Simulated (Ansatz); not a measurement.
# HfB2/SiC/ZrB2: predicting the conductance of a thicker barrier

**Method.** Ansatz 0.2.0, plane waves with PAW datasets, PBE. Interfaces are relaxed in a short slab (with D3(BJ) where the barrier is layered), set between ideal electrode layers that go on as semi-infinite leads, and the zero-bias conductance G at 300 K comes from T(E) on a typed mesh. The error is the largest of the program's estimates from energy step, mesh, the leads' potential steps and neutrality; its separate bound for narrow resonances between the energies solved isn't counted and can be far larger. The lower electrode is HfB2 (AlB2 0001), the upper ZrB2 (AlB2 0001) and the barrier SiC (zinc blende 111), on a net of side 3.15 Å; d is the distance between the electrodes' last planes.

What is known so far:

```
planes in the barrier  d (Å)  G (S/m²)  error (%)  lead step (meV)
                    4   7.69   1.09e14         56               68
                    6  10.20   5.12e13         93               69
                    8  12.71   1.73e13         86               60
                   10  15.22   6.55e12         90               60
```

Task: A further run has 12 planes, d = 17.73 Å. Fit G ∝ exp(−βd) to the rows shown and predict its conductance.

A: Take y = ln G: 32.33, 31.57, 30.48 and 29.51. The means are d = 11.46 Å and y = 30.97; Σ(Δd Δy) = −11.96 and Σ(Δd)² = 31.50, so the slope is −0.380 Å⁻¹ (β = 0.380 Å⁻¹). At d = 17.73 Å, y = 30.97 − 0.380 × 6.28 = 28.59, or G = 2.60e12 S/m².

**The withheld run.** The run gave 1.87e12 S/m², with an error estimate of 82 % and a lead step of 69 meV. The prediction is 1.39 times that, too high by 39 %. That lies within the runs' own error estimates, carried through the fit.

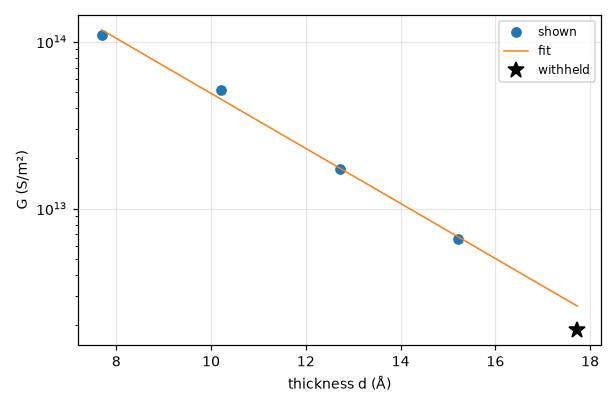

Fit and withheld run.

Caveats: The interfaces are ideal, one cell wide, strained to a common net and relaxed from one registry with their symmetry kept. PBE's gaps are too small, so true decay constants are likely larger where the Fermi level lies deep in a gap. No spin-orbit coupling, phonons, disorder or image charges enter. The rows shown are chosen by tests on error estimates (under 100 to 120 %), lead steps (under 150 meV, though the program warns over 25), intact interfaces and, for fits, a steady trend in the rows shown; the data set holds 414 series of this kind, and not all pass.

[Logs are printed without paths, hosts, clocks, repeated set-up lines and the standing remarks that a program may print on its own settings, such as how far it seeks lower states.]
